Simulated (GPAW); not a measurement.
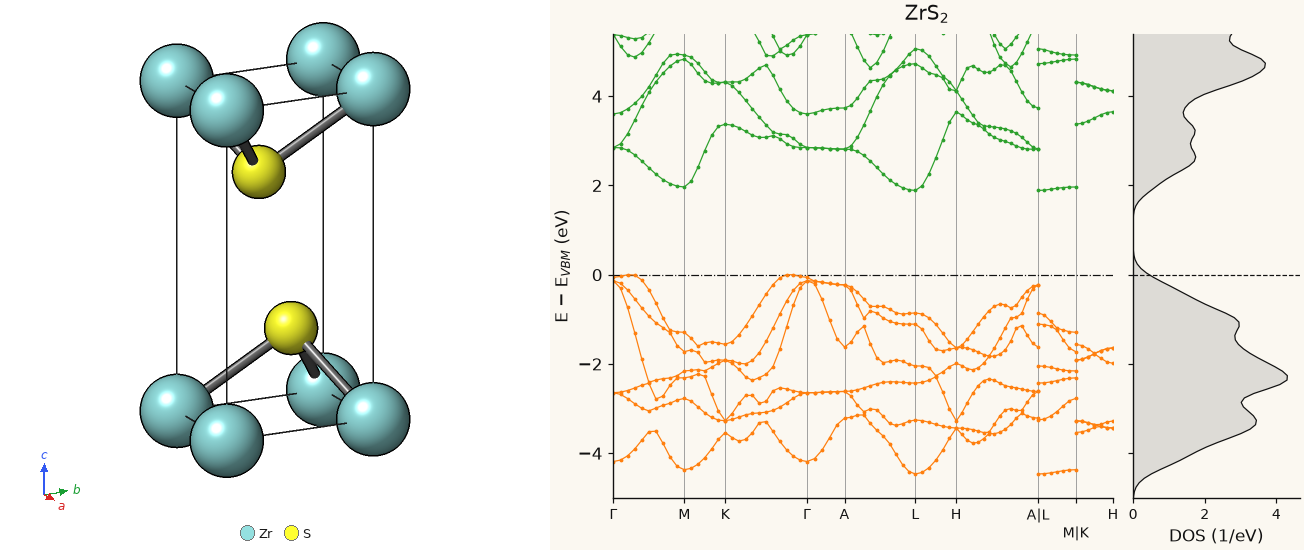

Band structure and density of states, beside the structure. Energies are counted from the top of the valence band. The DOS curve is built from the levels of the k mesh with Gaussians 0.55 eV wide, which also blur the band edges; ripples of that width can come from the mesh.

Calculation on CdI2-type ZrS2, space group P-3m1, 3 atoms in the cell; a = 3.691 Å, c = 6.041 Å (hexagonal axes).

Method: PBEsol, Zr d U = 6 eV, PAW data sets generated in the run's folder for this functional, no spin polarisation, no spin-orbit coupling, 8×8×5 k mesh, 600 eV cutoff (GPAW 26.7.0).

Read off the fundamental gap and say whether it is direct.

Answer. The bands leave a gap. The gap along this path is 1.89 eV and indirect, from the valence-band top between K and Γ to the conduction-band bottom at L; the smallest direct gap is 2.67 eV, between Γ and M. At M the lowest conduction band lies only 0.08 eV higher. At Γ the top valence band lies only 0.06 eV lower.

What are the direct gaps at M, Γ and H?

Answer. The direct gaps are 3.26 eV at M, 2.91 eV at Γ and 5.29 eV at H.

Where is the tallest peak of the filled states in the window?

Answer. Within the window shown, the tallest peak of the filled states lies 2.3 eV under the valence-band top, at about 4.3 states per eV and cell.

How much do the top valence band and the lowest conduction band disperse along the path?

Answer. The top valence band spans 1.8 eV and the lowest conduction band 1.8 eV.

The cell is a database's computed one.
